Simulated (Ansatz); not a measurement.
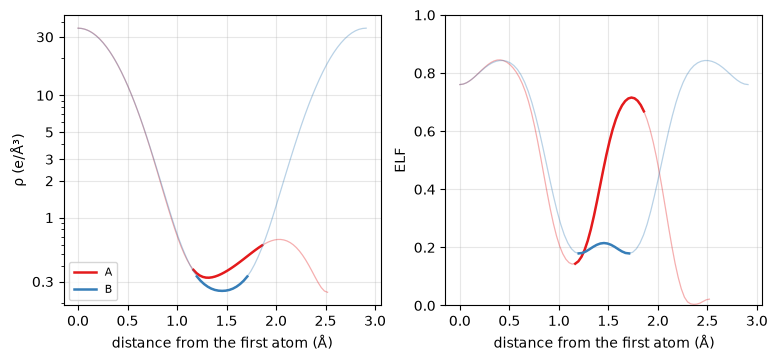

The picture shows: HfB. Valence electron density and electron localisation function along straight lines between neighbouring atoms. Thin, pale parts lie inside the atomic spheres.

Space group Pm-3m; computed pressure about 17 GPa in this cell; computed without spin polarisation.

These are results of DFT PBE, scalar-relativistic, plane waves, PAW (Ansatz), not measurements.

The density is the valence pseudo-density of a PAW calculation; it isn't the true density close to the nuclei.

```
CELL_PARAMETERS angstrom
1.94028 -0.97014 1.94028
1.94028 1.94028 -0.97014
-0.97014 1.94028 1.94028
ATOMIC_POSITIONS crystal
Hf 0.50000 0.50000 0.50000
B 0.00000 0.00000 0.00000
```

Q: Which curve belongs to which contact (Hf–B and Hf–Hf)? The first atom named is at distance zero.

A: Curve A: Hf–B (2.52 Å): ρ at the midpoint is about 0.33 e/Å³; the ELF peaks at about 0.70 in the valence shell of B, 0.8 Å from its nucleus, and is about 0.20 at the midpoint. Curve B: Hf–Hf (2.91 Å): ρ at the midpoint is about 0.25 e/Å³; the ELF is about 0.20 at the midpoint; no localised pair shows between them.
